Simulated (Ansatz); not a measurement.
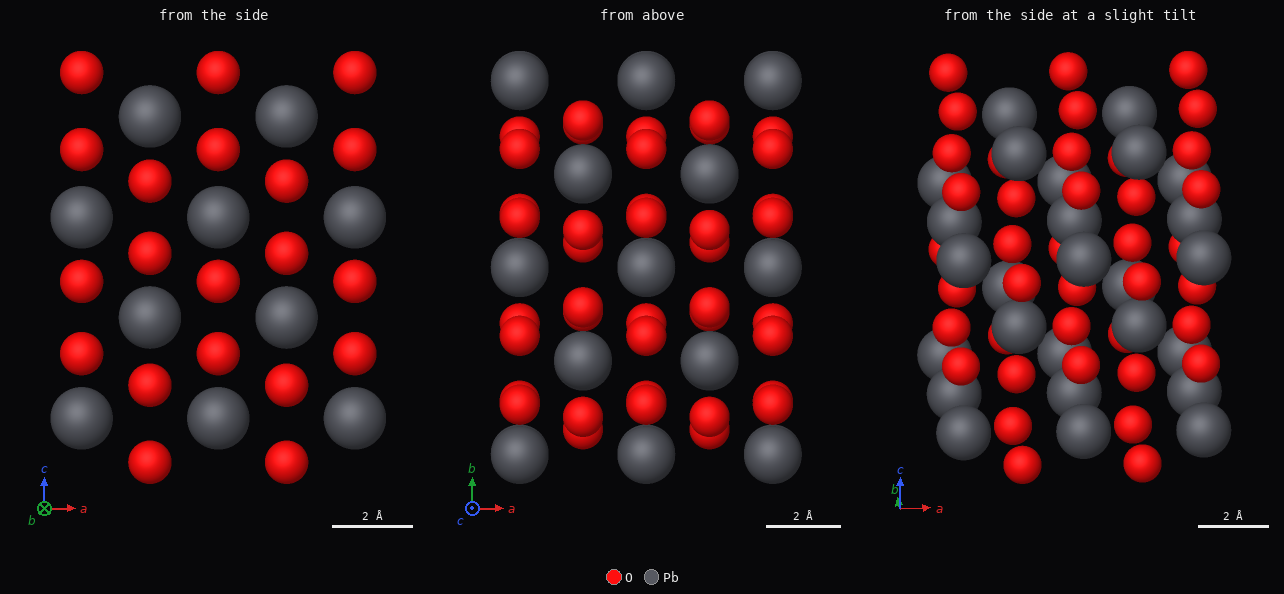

A spheres-only picture of a periodic slab, seen from the side, from above and from the side at a slight tilt. The surface normal points up in side views; the vacuum is left out. 2×2 cells are drawn in the plane, with atoms at the edges repeated.

The cell holds 4 Pb, 8 O. The slab was cut from bulk PbO2 (P4_2/mnm).

How is each face terminated?

The top face ends in O, the bottom face in O. The two faces are alike.

What height do the atoms span?

About 10 Å from the lowest to the highest atom.

How are the atomic planes stacked?

Twelve planes: O / Pb / O / O / Pb / O / O / Pb / O / O / Pb / O.

Give the Miller indices of the face.

(1 0 0).

The calculation used Ansatz 0.2.0, DFT PBE, scalar-relativistic, plane waves, PAW, with E_cut = 420 eV, Brillouin-zone sampling on a 10×7×1 mesh, Gaussian smearing of 0.1 eV, no spin polarisation.

What are the ionisation potential and electron affinity at the top face?

The valence edge lies 7.63 eV below it (ionisation potential) and the conduction edge 7.30 eV (electron affinity). These are Kohn-Sham band edges, only estimates of the true removal and addition energies, and on cut faces they can belong to dangling-bond states in place of the bulk bands.

The initial geometry was a structure type filled with these elements by a generator (whether the compound takes this form wasn't checked); a slab was cut from it. The atoms were relaxed in a fixed cell with DFT PBE, scalar-relativistic, plane waves, PAW (Ansatz 0.2.0).
